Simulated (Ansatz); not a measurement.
AlNi: geometry relaxation (part 1 of 3)

AlNi (P6₃/mmc, 4 atoms in the cell), computed with DFT, PBE, PAW with Ansatz's default frozen-core files, scalar-relativistic, no spin polarisation (Ansatz 0.2.0).

Its volume is 0.72 times that of the source entry. It belongs to a series of runs on one base structure; here: shape and atoms relaxed at 0.72 of the volume. Figures and captions count atoms from 1; the log counts them from 0 in places.

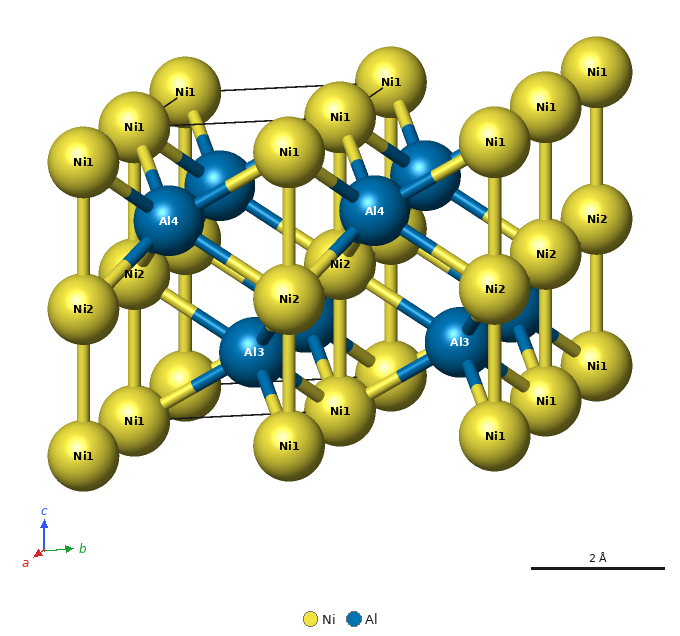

Figure 1. The input geometry (ball-and-stick view of the cell of the calculation, repeated 2 × 2 × 1, seen slightly off an axis; atoms are numbered from 1 in the order of the input). Near neighbours in the crystal (not all of them lie inside the picture): Ni has 6 Al at 2.18 Å and 2 Ni at 2.25 Å; Al has 6 Ni at 2.18 Å.

### Input file
```yaml
crystal:
  lattice:
    - [3.2409206001, 0.0, 0.0]
    - [-1.6204603, 2.8067195713, 0.0]
    - [0.0, 0.0, 4.5036752916]
  atoms:
    - { symbol: Ni, position: [0.0, 0.0, 0.0] }
    - { symbol: Ni, position: [0.0, 0.0, 0.5] }
    - { symbol: Al, position: [0.3333333333, 0.6666666667, 0.25] }
    - { symbol: Al, position: [0.6666666667, 0.3333333333, 0.75] }
kpoints:
  mp_grid: { grid: [11, 11, 7] }
scf:
  occupations: { method: fermi_dirac, width: 0.1 }
hamiltonian:
  xc: pbe
  pseudopotentials: { kind: paw }
output:
  forces: true
  stress: true
  write_density: true
  write_potential: true
  elf: true
  volumetric_format: npy
relax:
  f_tol: 0.005
  max_steps: 30
  cell: { stress_tol: 0.19, fix: [volume] }
```

Hardware: 1 thread of AMD EPYC (Zen 3), 64 GiB of memory available, shared host.

Run as:
```bash
ansatz run input.yaml --threads 1 --pin off --max-ram 3072MiB --backend cpu --events-out ev --progress --plain --runs-dir out
```

### Output
```
Engine: ansatz 0.2.0, x86_64-unknown-linux-gnu
Pseudopotentials: kind: paw
Pseudopotential: Ni, paw, valence charge 18, recommended cutoff 420 eV (normal), Ni.paw.azcp
Pseudopotential: Al, paw, valence charge 3, recommended cutoff 420 eV (normal), Al.paw.azcp
Functional definition: PBE
  parameter kappa = 0.804
  parameter beta = 0.06672455060314922
  exchange = pbe_x(kappa = kappa, mu = beta*pi^2/3)
  correlation = pbe_c(beta = beta)
Crystal: 4 atoms, lattice volume = 40.967 Å³
Basis set: ecut = 420 eV, 795 PW (Γ), exchange–correlation on 48×48×64 points (8 copies of the dense FFT grid, shifted against one another)
Bands: 26, of which v1, the nominal top of the filled ones, is band 21 counted from 1 (20 counted from 0)
Symmetry: 24 space group operations
Space group: P63/mmc (ITA 194), of the structure as read, at distance tolerance 3.4e-5 Å
k-points: 64 of 847
Non-local potential: Ni, projectors of the file, l = 0: 3, l = 1: 2, l = 2: 3, l = 3: 1
Non-local potential: Al, projectors of the file, l = 0: 2, l = 1: 2, l = 2: 1
PAW form: soft (Blöchl's): semilocal exchange-correlation on the pseudo side does not see the compensation charge
PAW one-centre angular grid: Ni, 590 points (default); XC on 64 Gauss nodes
PAW one-centre angular grid: Al, 110 points (default); XC on 64 Gauss nodes
Initial density: superposition of atomic densities (neutral atoms: chi_scale 0, normalization atom), corrected by the library's trained network
Initial wavefunctions: pseudopotential atomic-orbital guess
Functional: x = pbe(κ = 0.804, μ = 0.2195149727645171), c = pbe(β = 0.06672455060314922)
SCF iter   1: F=—  HF=-12752.767378 eV  |F-HF|=—  |Δ(HF+E_count)|=         —  Δρ=3.45e-3  dr2=2.41e-3  ethr=1.77e-3  ⟨swp⟩=5.4  Hψ=7403  notcnv=0
preconditioner: auto → Kerker (q_TF=auto, 2.740 Å⁻¹)  [metal: Δε(μ)=0.013 eV  Ē_g=8.424 eV  σ=0.100 eV  W_gap=0.03  n_scr=20 (ndim 8)  ℏωp=29.6 eV  f_vac=0.000  D(μ)=1.27/eV (n_scr^D=8)]
SCF iter   2: F=—  HF=-12752.766859 eV  |F-HF|=—  |Δ(HF+E_count)|=   5.19e-4  Δρ=2.03e-3  dr2=9.81e-4  ethr=5.75e-6  ⟨swp⟩=2.0  Hψ=3048  notcnv=0
SCF iter   3: F=—  HF=-12752.766779 eV  |F-HF|=—  |Δ(HF+E_count)|=   8.05e-5  Δρ=1.01e-3  dr2=2.30e-4  ethr=2.34e-6  ⟨swp⟩=2.1  Hψ=2308  notcnv=0
SCF iter   4: F=—  HF=-12752.766759 eV  |F-HF|=—  |Δ(HF+E_count)|=   1.93e-5  Δρ=2.34e-4  dr2=1.56e-5  ethr=5.47e-7  ⟨swp⟩=2.4  Hψ=2223  notcnv=0
SCF iter   5: F=—  HF=-12752.766763 eV  |F-HF|=—  |Δ(HF+E_count)|=   3.76e-6  Δρ=2.07e-4  dr2=1.16e-5  ethr=3.72e-8  ⟨swp⟩=1.5  Hψ=1998  notcnv=0
SCF iter   6: F=—  HF=-12752.766761 eV  |F-HF|=—  |Δ(HF+E_count)|=   1.74e-6  Δρ=2.04e-5  dr2=1.64e-7  ethr=2.77e-8  ⟨swp⟩=2.1  Hψ=2214  notcnv=0
SCF iter   7: F=-12752.766761 eV  HF=-12752.766761 eV  |F-HF|=2.29e-9  |Δ(HF+E_count)|=   4.02e-8  Δρ=3.81e-6  dr2=5.00e-9  ethr=2.38e-10  ⟨swp⟩=8.2  Hψ=10848  notcnv=0
SCF 1 converged in 7 iterations: F = -12752.766761 eV  dr2 = 5.00e-9
  greatest PAW one-centre occupation: 1.001 electrons in one spin orbital (limit 2), on the Ni atom at site 0 (counted from 0), in its partial waves of l = 1
relax step   1: F+E_penalty+E_count = -12752.76676141 eV  Δ(F+E_penalty+E_count) = +0.000e0 eV  max|allowed force component| = 9.830e-18 eV/Å  Δτ_max = 0.0000 Å  P = +80.586 GPa  Ω = 40.967 Å³  fix = [volume]  reactions: volume +80.586 GPa  (7 SCF iters, dr2 threshold 1.00e-7 eV, accepted)
Basis set: ecut = 420 eV, 807 PW (Γ), exchange–correlation on 48×48×64 points (8 copies of the dense FFT grid, shifted against one another)
Initial density: handed on by an earlier stage of this run
Initial wavefunctions: those handed on with the density
iter 1 solved again at ethr=3.65e-6 eV; its pass at ethr=3.10e-3 eV (dr2=1.53e-3 eV) is discarded
SCF iter   1: F=—  HF=-12752.827737 eV  |F-HF|=—  |Δ(HF+E_count)|=         —  Δρ=2.51e-3  dr2=1.64e-3  ethr=3.65e-6  ⟨swp⟩=2.0  Hψ=9640  notcnv=0
preconditioner: auto → Kerker (q_TF=auto, 2.740 Å⁻¹)  [metal: Δε(μ)=0.011 eV  Ē_g=8.425 eV  σ=0.100 eV  W_gap=0.03  n_scr=20 (ndim 8)  ℏωp=29.6 eV  f_vac=0.000  D(μ)=1.34/eV (n_scr^D=8)]
SCF iter   2: F=—  HF=-12752.827411 eV  |F-HF|=—  |Δ(HF+E_count)|=   3.26e-4  Δρ=1.44e-3  dr2=7.02e-4  ethr=3.65e-6  ⟨swp⟩=1.0  Hψ=1664  notcnv=0
SCF iter   3: F=—  HF=-12752.827163 eV  |F-HF|=—  |Δ(HF+E_count)|=   2.48e-4  Δρ=2.87e-4  dr2=2.77e-5  ethr=1.67e-6  ⟨swp⟩=2.0  Hψ=2369  notcnv=0
SCF iter   4: F=—  HF=-12752.827149 eV  |F-HF|=—  |Δ(HF+E_count)|=   1.39e-5  Δρ=1.14e-4  dr2=2.54e-6  ethr=6.59e-8  ⟨swp⟩=2.2  Hψ=2482  notcnv=0
iter 5 did not close the SCF: its close was put off for the readings that it lacked (scf_convergence_deferred on its scf_iter line)
SCF iter   5: F=-12752.827148 eV  HF=-12752.827148 eV  |F-HF|=5.85e-8  |Δ(HF+E_count)|=   7.04e-7  Δρ=2.04e-5  dr2=1.10e-7  ethr=6.06e-9  ⟨swp⟩=2.1  Hψ=2505  notcnv=0
SCF iter   6: F=-12752.827148 eV  HF=-12752.827148 eV  |F-HF|=3.27e-11  |Δ(HF+E_count)|=   6.44e-9  Δρ=4.35e-6  dr2=3.84e-9  ethr=2.62e-10  ⟨swp⟩=6.3  Hψ=11138  notcnv=0
SCF 2 converged in 6 iterations: F = -12752.827148 eV  dr2 = 3.84e-9
  greatest PAW one-centre occupation: 1.001 electrons in one spin orbital (limit 2), on the Ni atom at site 1 (counted from 0), in its partial waves of l = 1
relax step   2: F+E_penalty+E_count = -12752.82714828 eV  Δ(F+E_penalty+E_count) = -6.039e-2 eV  max|allowed force component| = 1.388e-17 eV/Å  Δτ_max = 0.0000 Å  P = +79.346 GPa  Ω = 40.967 Å³  energy of the carried Pulay correction = -1.068e-4 eV  fix = [volume]  reactions: volume +79.346 GPa  (6 SCF iters, dr2 threshold 4.00e-7 eV, accepted)
[... from here on the SCF iterations and repeated set-up lines of each step are left out, up to the last step ...]
SCF 3 converged in 6 iterations: F = -12752.896847 eV  dr2 = 8.96e-8
relax step   3: F+E_penalty+E_count = -12752.89684701 eV  Δ(F+E_penalty+E_count) = -6.970e-2 eV  max|allowed force component| = 1.417e-17 eV/Å  Δτ_max = 0.0000 Å  P = +76.811 GPa  Ω = 40.967 Å³  energy of the carried Pulay correction = -3.625e-4 eV  fix = [volume]  reactions: volume +76.811 GPa  (6 SCF iters, dr2 threshold 4.00e-7 eV, accepted)
SCF 4 converged in 6 iterations: F = -12752.903378 eV  dr2 = 3.32e-8
relax step   4: F+E_penalty+E_count = -12752.90337823 eV  Δ(F+E_penalty+E_count) = -6.531e-3 eV  max|allowed force component| = 2.486e-17 eV/Å  Δτ_max = 0.0000 Å  P = +76.095 GPa  Ω = 40.967 Å³  energy of the carried Pulay correction = -4.476e-4 eV  fix = [volume]  reactions: volume +76.095 GPa  (6 SCF iters, dr2 threshold 4.00e-7 eV, accepted)
SCF 5 converged in 6 iterations: F = -12752.906797 eV  dr2 = 3.28e-8
relax step   5: F+E_penalty+E_count = -12752.90679737 eV  Δ(F+E_penalty+E_count) = -3.419e-3 eV  max|allowed force component| = 4.279e-17 eV/Å  Δτ_max = 0.0000 Å  P = +75.170 GPa  Ω = 40.967 Å³  energy of the carried Pulay correction = -5.645e-4 eV  fix = [volume]  reactions: volume +75.170 GPa  (6 SCF iters, dr2 threshold 4.00e-7 eV, accepted)
SCF 6 converged in 6 iterations: F = -12752.910351 eV  dr2 = 4.00e-8
relax step   6: F+E_penalty+E_count = -12752.91035120 eV  Δ(F+E_penalty+E_count) = -3.554e-3 eV  max|allowed force component| = 2.313e-17 eV/Å  Δτ_max = 0.0000 Å  P = +74.305 GPa  Ω = 40.967 Å³  energy of the carried Pulay correction = -6.755e-4 eV  fix = [volume]  reactions: volume +74.305 GPa  (6 SCF iters, dr2 threshold 4.00e-7 eV, accepted)
SCF 7 converged in 6 iterations: F = -12752.932708 eV  dr2 = 1.99e-7
relax step   7: F+E_penalty+E_count = -12752.93270819 eV  Δ(F+E_penalty+E_count) = -2.236e-2 eV  max|allowed force component| = 2.024e-17 eV/Å  Δτ_max = 0.0000 Å  P = +72.428 GPa  Ω = 40.967 Å³  energy of the carried Pulay correction = -9.048e-4 eV  fix = [volume]  reactions: volume +72.428 GPa  (6 SCF iters, dr2 threshold 4.00e-7 eV, accepted)
SCF 8 converged in 7 iterations: F = -12753.022097 eV  dr2 = 1.68e-7
relax step   8: F+E_penalty+E_count = -12753.02209670 eV  Δ(F+E_penalty+E_count) = -8.939e-2 eV  max|allowed force component| = 1.850e-17 eV/Å  Δτ_max = 0.0000 Å  P = +68.497 GPa  Ω = 40.967 Å³  energy of the carried Pulay correction = -1.243e-3 eV  fix = [volume]  reactions: volume +68.497 GPa  (7 SCF iters, dr2 threshold 4.00e-7 eV, accepted)
SCF 9 converged in 6 iterations: F = -12753.140732 eV  dr2 = 7.04e-8
relax step   9: F+E_penalty+E_count = -12753.14073177 eV  Δ(F+E_penalty+E_count) = -1.186e-1 eV  max|allowed force component| = 3.469e-17 eV/Å  Δτ_max = 0.0000 Å  P = +63.216 GPa  Ω = 40.967 Å³  energy of the carried Pulay correction = -1.584e-3 eV  fix = [volume]  reactions: volume +63.216 GPa  (6 SCF iters, dr2 threshold 4.00e-7 eV, accepted)
SCF 10 converged in 6 iterations: F = -12753.251835 eV  dr2 = 1.93e-7
relax step  10: F+E_penalty+E_count = -12753.25183537 eV  Δ(F+E_penalty+E_count) = -1.111e-1 eV  max|allowed force component| = 2.429e-17 eV/Å  Δτ_max = 0.0000 Å  P = +55.591 GPa  Ω = 40.967 Å³  energy of the carried Pulay correction = -1.937e-3 eV  fix = [volume]  reactions: volume +55.591 GPa  (6 SCF iters, dr2 threshold 4.00e-7 eV, accepted)
SCF 11 converged in 7 iterations: F = -12753.269299 eV  dr2 = 2.69e-7
relax step  11: F+E_penalty+E_count = -12753.26929947 eV  Δ(F+E_penalty+E_count) = -1.746e-2 eV  max|allowed force component| = 6.939e-18 eV/Å  Δτ_max = 0.0000 Å  P = +45.314 GPa  Ω = 40.967 Å³  energy of the carried Pulay correction = -2.302e-3 eV  fix = [volume]  reactions: volume +45.314 GPa  (7 SCF iters, dr2 threshold 4.00e-7 eV, accepted)
SCF 12 converged in 6 iterations: F = -12753.279166 eV  dr2 = 2.90e-8
relax step  12: F+E_penalty+E_count = -12753.27916634 eV  Δ(F+E_penalty+E_count) = -9.867e-3 eV  max|allowed force component| = 1.315e-17 eV/Å  Δτ_max = 0.0000 Å  P = +48.880 GPa  Ω = 40.967 Å³  energy of the carried Pulay correction = -2.186e-3 eV  fix = [volume]  reactions: volume +48.880 GPa  (6 SCF iters, dr2 threshold 4.00e-7 eV, accepted)
SCF 13 converged in 6 iterations: F = -12753.279312 eV  dr2 = 5.82e-10
relax step  13: F+E_penalty+E_count = -12753.27931206 eV  Δ(F+E_penalty+E_count) = -1.457e-4 eV  max|allowed force component| = 1.272e-17 eV/Å  Δτ_max = 0.0000 Å  P = +49.318 GPa  Ω = 40.967 Å³  energy of the carried Pulay correction = -2.171e-3 eV  fix = [volume]  reactions: volume +49.318 GPa  (6 SCF iters, dr2 threshold 3.68e-7 eV, accepted)
SCF 14 converged in 8 iterations: F = -12753.812694 eV  dr2 = 2.84e-10
relax step  14: F+E_penalty+E_count = -12753.81269433 eV  Δ(F+E_penalty+E_count) = -5.334e-1 eV  max|allowed force component| = 1.619e-17 eV/Å  Δτ_max = 0.0000 Å  P = +62.131 GPa  Ω = 40.967 Å³  fix = [volume]  reactions: volume +62.131 GPa  stress off target by 2.30e1 GPa on what of the cell is left free  SCF on the basis re-selected at this cell (its energy is not comparable with the rows above)  (8 SCF iters)
SCF 15 converged in 7 iterations: F = -12754.198554 eV  dr2 = 1.97e-8
relax step  15: F+E_penalty+E_count = -12754.19855356 eV  Δ(F+E_penalty+E_count) = -3.859e-1 eV  max|allowed force component| = 1.301e-17 eV/Å  Δτ_max = 0.0000 Å  P = +58.225 GPa  Ω = 40.967 Å³  energy of the carried Pulay correction = -1.508e-5 eV  fix = [volume]  reactions: volume +58.225 GPa  (7 SCF iters, dr2 threshold 4.00e-7 eV, accepted)
SCF 16 converged in 6 iterations: F = -12754.575226 eV  dr2 = 3.85e-7
relax step  16: F+E_penalty+E_count = -12754.57522594 eV  Δ(F+E_penalty+E_count) = -3.767e-1 eV  max|allowed force component| = 3.686e-18 eV/Å  Δτ_max = 0.0000 Å  P = +54.215 GPa  Ω = 40.967 Å³  energy of the carried Pulay correction = -3.005e-5 eV  fix = [volume]  reactions: volume +54.215 GPa  (6 SCF iters, dr2 threshold 4.00e-7 eV, accepted)
SCF 17 converged in 6 iterations: F = -12754.895204 eV  dr2 = 7.74e-10
relax step  17: F+E_penalty+E_count = -12754.89520409 eV  Δ(F+E_penalty+E_count) = -3.200e-1 eV  max|allowed force component| = 9.830e-18 eV/Å  Δτ_max = 0.0000 Å  P = +50.301 GPa  Ω = 40.967 Å³  energy of the carried Pulay correction = -4.530e-5 eV  fix = [volume]  reactions: volume +50.301 GPa  (6 SCF iters, dr2 threshold 4.00e-7 eV, accepted)
SCF 18 converged in 6 iterations: F = -12755.076921 eV  dr2 = 2.36e-10
relax step  18: F+E_penalty+E_count = -12755.07692066 eV  Δ(F+E_penalty+E_count) = -1.817e-1 eV  max|allowed force component| = 1.388e-17 eV/Å  Δτ_max = 0.0000 Å  P = +46.703 GPa  Ω = 40.967 Å³  energy of the carried Pulay correction = -6.127e-5 eV  fix = [volume]  reactions: volume +46.703 GPa  (6 SCF iters, dr2 threshold 4.00e-7 eV, accepted)
SCF 19 converged in 6 iterations: F = -12755.095332 eV  dr2 = 1.01e-9
relax step  19: F+E_penalty+E_count = -12755.09533225 eV  Δ(F+E_penalty+E_count) = -1.841e-2 eV  max|allowed force component| = 3.701e-17 eV/Å  Δτ_max = 0.0000 Å  P = +45.625 GPa  Ω = 40.967 Å³  energy of the carried Pulay correction = -6.659e-5 eV  fix = [volume]  reactions: volume +45.625 GPa  (6 SCF iters, dr2 threshold 4.00e-7 eV, accepted)
SCF 20 converged in 6 iterations: F = -12755.096649 eV  dr2 = 3.72e-11
relax step  20: F+E_penalty+E_count = -12755.09664924 eV  Δ(F+E_penalty+E_count) = -1.317e-3 eV  max|allowed force component| = 1.850e-17 eV/Å  Δτ_max = 0.0000 Å  P = +45.253 GPa  Ω = 40.967 Å³  energy of the carried Pulay correction = -6.850e-5 eV  fix = [volume]  reactions: volume +45.253 GPa  (6 SCF iters, dr2 threshold 4.00e-7 eV, accepted)
SCF 21 converged in 6 iterations: F = -12755.152324 eV  dr2 = 6.07e-11
relax step  21: F+E_penalty+E_count = -12755.15232438 eV  Δ(F+E_penalty+E_count) = -5.568e-2 eV  max|allowed force component| = 1.561e-17 eV/Å  Δτ_max = 0.0000 Å  P = +47.180 GPa  Ω = 40.967 Å³  fix = [volume]  reactions: volume +47.180 GPa  stress off target by 3.31e0 GPa on what of the cell is left free  SCF on the basis re-selected at this cell (its energy is not comparable with the rows above)  (6 SCF iters)
SCF 22 converged in 6 iterations: F = -12755.158695 eV  dr2 = 1.67e-10
```
